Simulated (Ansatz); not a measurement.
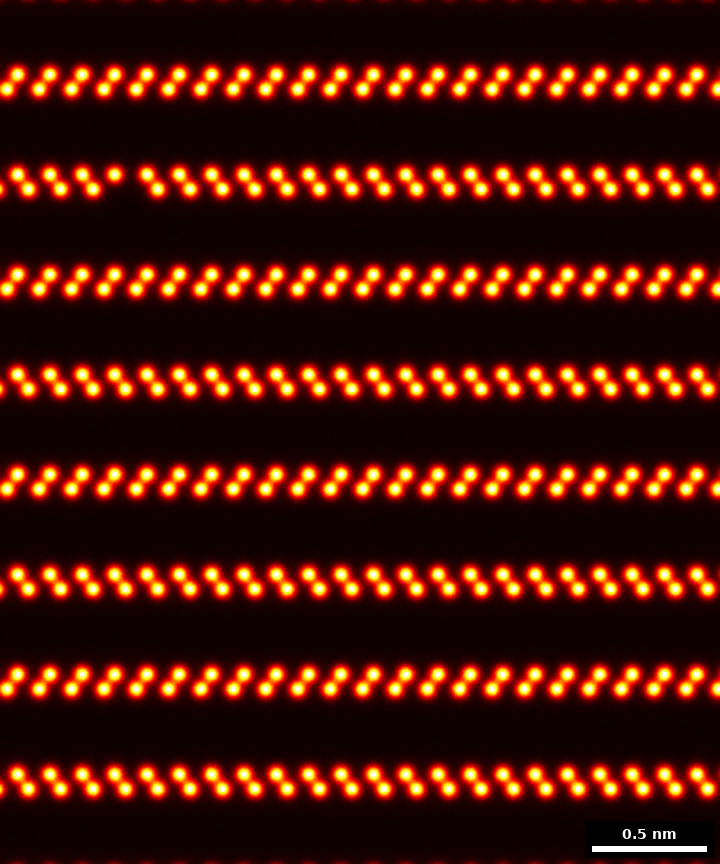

Z-contrast image of Se (P6_3mc, No. 186) along [310]. Simulated incoherent Z contrast: every atom adds Z^1.7 spread by a probe of 0.56 Å full width; channelling and multiple scattering are left out. The probe carries 15 % of its weight in a tail 2.5 times as wide. Shot noise was added.

The sample is 1 repeat (11.5 Å) thick. One point defect was put into the perfect crystal, without relaxing the atoms around it. Brightness is counted from the darkest point of the image. Host structure: the geometry relaxed with Ansatz, DFT PBE, scalar-relativistic, plane waves, PAW; the starting structure was generated, so it need not be a known form of this composition.

Question: Where is the defect (in Å from the left and the top edge), and what does its contrast suggest?

Answer: At about 6 Å from the left and 8 Å from the top. The column has all but vanished there, which points to a vacancy or a much lighter atom. The column holds 1 atom (Se) through the sample, and one Se atom is missing, so its peak vanishes.
